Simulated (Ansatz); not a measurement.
## Geometry relaxation, with input and output: K (part 2 of 2)

K (Cmmm, 5 atoms in the cell); DFT PBEsol, scalar-relativistic, plane waves, PAW, no spin polarisation (Ansatz 0.2.0); cutoff 420 eV, 6×6×4 k-mesh, Gaussian smearing of 0.1 eV. The structure derives from an entry of the Crystallography Open Database. It belongs to a series of runs on one base structure; here: the database's cell, atoms relaxed.

Geometry of the input (Å; fractional positions):
```
3.7010  -5.5240  0.0000
3.7010  5.5240  0.0000
0.0000  0.0000  8.3670
K  0.5000  -0.0000  0.2500
K  0.0000  0.5000  0.7500
K  0.0000  0.5000  0.2500
K  0.5000  -0.0000  0.7500
K  0.0000  0.0000  0.0000
```

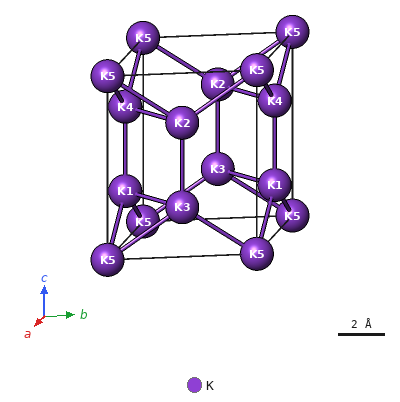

Fig. 1: The geometry at step 3 of the log (ball-and-stick view of the cell of the calculation, seen slightly off an axis; atoms are numbered from 1 in the order of the input).

```
SCF converged after 3 iterations
Free energy (F): -7578.882829 eV
Harris-Foulkes:  -7578.882829 eV  (|F-HF|=8.76e-9)
Internal energy: -7578.862396 eV  (E = F + TS)
E sigma→0 (E₀):  -7578.872612 eV
Entropy (-TS):   -0.020433 eV (-4.087 meV/atom)
Fermi energy:    2.084675 eV
--- Per-component energies (eV) ---
  E_band       = -707.417278
  E_kinetic    = 1261.526541
  E_local      = -3925.304958  (includes V_loc(G=0)·N_el)
  E_nonlocal   = 70.447406
  E_hartree    = 1421.578903
  E_xc         = -660.705095
  E_vxc        = -809.559238  (∫ρ·V_xc dr)
  E_paw        = -3809.508335  (= ΣΔE_a)
  E_vpaw       = -147.686083  (= ΣTr[D̂ρ^β])
  E_aug_tail   = -0.000016  (compensation charges beyond the density's cutoff)
  E_ewald      = -1937.436268
  E_core_change = 0.539426  (= ΣΔE_core)
  E_smearing   = -0.020433  (= −TS)
  E_closure    = 0.000000  (closes the sum)
  Σ components = -7578.882829   (vs F -7578.882829, Δ=0.00e0)
--- Forces (eV/Å), atoms counted from 1 ---
  atom   1  K     -0.00000000     0.00000000    -0.00543899
  atom   2  K     -0.00000000    -0.00000000     0.00543899
  atom   3  K      0.00000000     0.00000000    -0.00543899
  atom   4  K      0.00000000    -0.00000000     0.00543899
  atom   5  K      0.00000000     0.00000000     0.00000000
  max |Σ_I F_I| component: 2.17e-19 eV/Å
--- Stress (GPa, compression-positive) ---
        1.972649      -0.000000      -0.000000
       -0.000000       0.243130      -0.000000
       -0.000000      -0.000000       1.039719
  P = ⅓ Tr σ = 1.0852 GPa (10.852 kbar)
--- Band table (eV; the first three rows and the last of 39) ---
  k-point 0: bands = ["-30.1997", "-30.1886", "-30.1708", "-30.1612", "-30.0939", "-13.9617", "-13.9273", "-13.8249", "-13.7775", "-13.7713", "-13.7409", "-13.7218", "-13.7098", "-13.6892", "-13.6397", "-13.6313", "-13.6302", "-13.6192", "-13.6064", "-13.6020", "-0.2397", "1.9993", "2.0933", "3.0823", "3.3524", "3.4522", "3.5745", "3.6903"]
  k-point 1: bands = ["-30.1987", "-30.1896", "-30.1703", "-30.1617", "-30.0939", "-13.9569", "-13.9326", "-13.8162", "-13.7668", "-13.7664", "-13.7372", "-13.7279", "-13.7077", "-13.6951", "-13.6512", "-13.6426", "-13.6271", "-13.6172", "-13.6116", "-13.5978", "-0.0826", "1.1285", "3.0118", "3.2223", "3.4895", "3.5168", "3.6593", "3.6980"]
  k-point 2: bands = ["-30.1975", "-30.1909", "-30.1697", "-30.1623", "-30.0938", "-13.9452", "-13.9448", "-13.8066", "-13.7604", "-13.7526", "-13.7357", "-13.7323", "-13.7040", "-13.7020", "-13.6655", "-13.6564", "-13.6226", "-13.6165", "-13.6153", "-13.5954", "0.2850", "0.4996", "3.4390", "3.5589", "3.5610", "3.5943", "3.7042", "3.7733"]
  k-point 38: bands = ["-30.1974", "-30.1896", "-30.1698", "-30.1624", "-30.0950", "-13.9548", "-13.9319", "-13.7958", "-13.7778", "-13.7582", "-13.7531", "-13.7309", "-13.7053", "-13.6966", "-13.6869", "-13.6209", "-13.6163", "-13.6113", "-13.6112", "-13.6079", "1.4541", "1.4598", "1.7181", "2.0295", "2.7219", "2.9669", "3.1672", "3.2265"]
--- Relaxed structure (4 steps of the walk, 4 accepted, 0 SCFs on fresh bases) ---
  F+E_penalty+E_count = -7578.88282864 eV   max|allowed force component| = 5.439e-3 eV/Å
  atoms:
    - { symbol: K, position: [0.5, -2.7755575615628914e-17, 0.2700738403599932] }
    - { symbol: K, position: [-2.7755575615628914e-17, 0.5, 0.7299261596400068] }
    - { symbol: K, position: [-2.7755575615628914e-17, 0.5, 0.2700738403599932] }
    - { symbol: K, position: [0.5, -2.7755575615628914e-17, 0.7299261596400068] }
    - { symbol: K, position: [1.9248705419137993e-34, 1.7047866756222635e-34, 3.3172673139272036e-19] }
```

**Trajectory as extended XYZ (Å, eV, eV/Å), 4 frames, from step=1 to step=4**
```
5
Lattice="3.7010 -5.5240 0.0000 3.7010 5.5240 0.0000 0.0000 0.0000 8.3670" Properties=species:S:1:pos:R:3:forces:R:3 step=1 energy=-7578.81023
K     1.8505   -2.7620    2.0918    0.0000   0.0000   0.2182
K     1.8505    2.7620    6.2752    0.0000   0.0000  -0.2182
K     1.8505    2.7620    2.0918    0.0000   0.0000   0.2182
K     1.8505   -2.7620    6.2752    0.0000   0.0000  -0.2182
K     0.0000    0.0000    0.0000    0.0000   0.0000   0.0000
5
Lattice="3.7010 -5.5240 0.0000 3.7010 5.5240 0.0000 0.0000 0.0000 8.3670" Properties=species:S:1:pos:R:3:forces:R:3 step=2 energy=-7578.84624
K     1.8505   -2.7620    2.1399    0.0000   0.0000   0.1558
K     1.8505    2.7620    6.2271    0.0000   0.0000  -0.1558
K     1.8505    2.7620    2.1399    0.0000   0.0000   0.1558
K     1.8505   -2.7620    6.2271    0.0000   0.0000  -0.1558
K     0.0000    0.0000    0.0000    0.0000   0.0000   0.0000
5
Lattice="3.7010 -5.5240 0.0000 3.7010 5.5240 0.0000 0.0000 0.0000 8.3670" Properties=species:S:1:pos:R:3:forces:R:3 step=3 energy=-7578.88283
K     1.8505   -2.7620    2.2597    0.0000   0.0000  -0.0055
K     1.8505    2.7620    6.1073    0.0000   0.0000   0.0055
K     1.8505    2.7620    2.2597    0.0000   0.0000  -0.0055
K     1.8505   -2.7620    6.1073    0.0000   0.0000   0.0055
K     0.0000    0.0000    0.0000    0.0000   0.0000   0.0000
5
Lattice="3.7010 -5.5240 0.0000 3.7010 5.5240 0.0000 0.0000 0.0000 8.3670" Properties=species:S:1:pos:R:3:forces:R:3 step=4 energy=-7578.88283
K     1.8505   -2.7620    2.2597    0.0000   0.0000  -0.0054
K     1.8505    2.7620    6.1073    0.0000   0.0000   0.0054
K     1.8505    2.7620    2.2597    0.0000   0.0000  -0.0054
K     1.8505   -2.7620    6.1073    0.0000   0.0000   0.0054
K     0.0000    0.0000    0.0000    0.0000   0.0000   0.0000
```

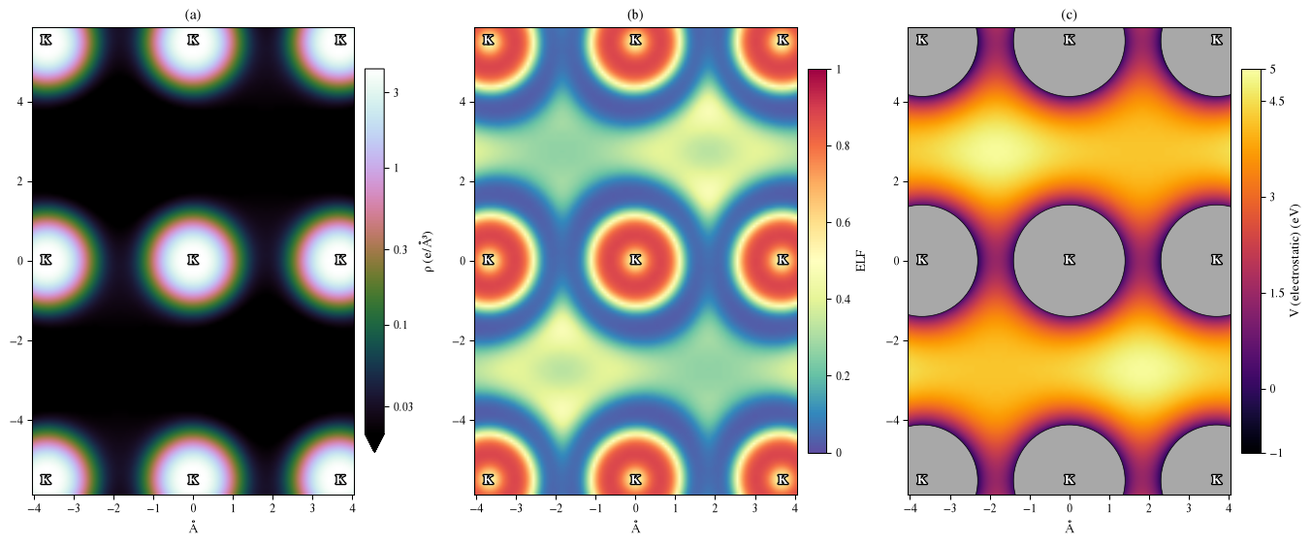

Fig. 2: (a) valence electron density; (b) electron localisation function; (c) electrostatic potential (local pseudopotential plus Hartree) felt by an electron on the (001) plane of the conventional cell. Grey discs, where drawn, cover atomic cores. The section cuts through K sites. K–K (3.70 Å): ρ at the midpoint is about 0.03 e/Å³; the ELF is about 0.05 at the midpoint (no shared electron pair). Away from the nuclei the density in this plane falls to 0.009 e/Å³ at its lowest. The strong features right at K lie inside the PAW spheres (semicore, d or f shells) and say nothing about bonding. Outside the cores the potential energy rises away from the atoms and is highest about 3.3 Å from the nearest atoms; outside the discs it spans about 5 eV, and its zero is arbitrary. Core electrons are frozen (PAW), so the fields are smoothed inside the atomic spheres.

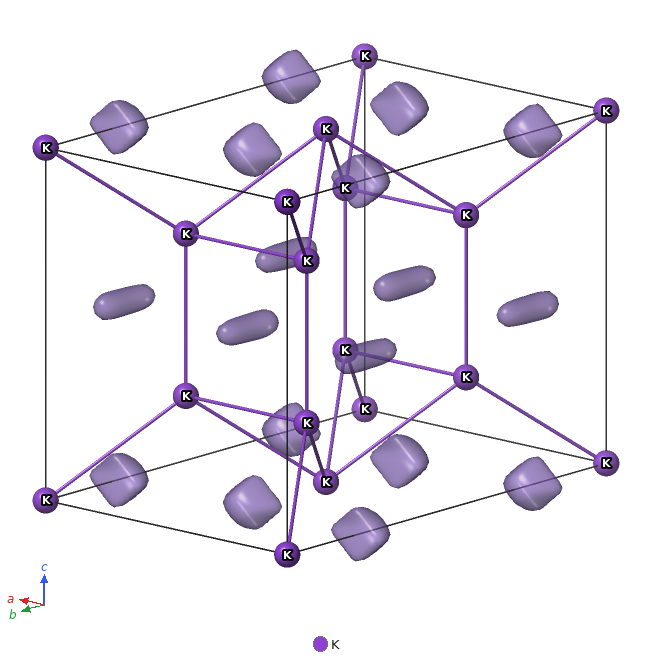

Fig. 3: Isosurface of the ELF at 0.6 (purple), seen at an oblique angle. Only the valence region is drawn (cores and ρ < 0.01 e/Å³ removed). Sticks mark near contacts. The outline is the cell set on symmetry axes. Profiles from the grid: K–K (3.70 Å): the ELF is about 0.05 at the midpoint (no localised pair between them). K–K (3.85 Å): the ELF is about 0.05 at the midpoint (no shared electron pair).

**Results in brief**

| quantity | value |
| --- | --- |
| outcome | converged |
| space group (tolerance 0.01 Å) | Cmmm (65) |
| electrons treated | 45 |
| free energy | −7578.8828 eV |
| Fermi energy | 2.085 eV |
| gap on the k-point mesh | none (metallic) |
| pressure | 1.09 GPa |
| final volume | 342.12 Å³ |
| largest force (length of the vector) at the end | 0.005 eV/Å |
| final cell | a = 6.649 Å, b = 6.649 Å, c = 8.367 Å, α = 90.00°, β = 90.00°, γ = 112.36° |
| wall time | 83 s |
| peak memory | 0.61 GiB |

**Notes**

Warnings of the run: the SCF threshold is looser than advised for the printed stress.
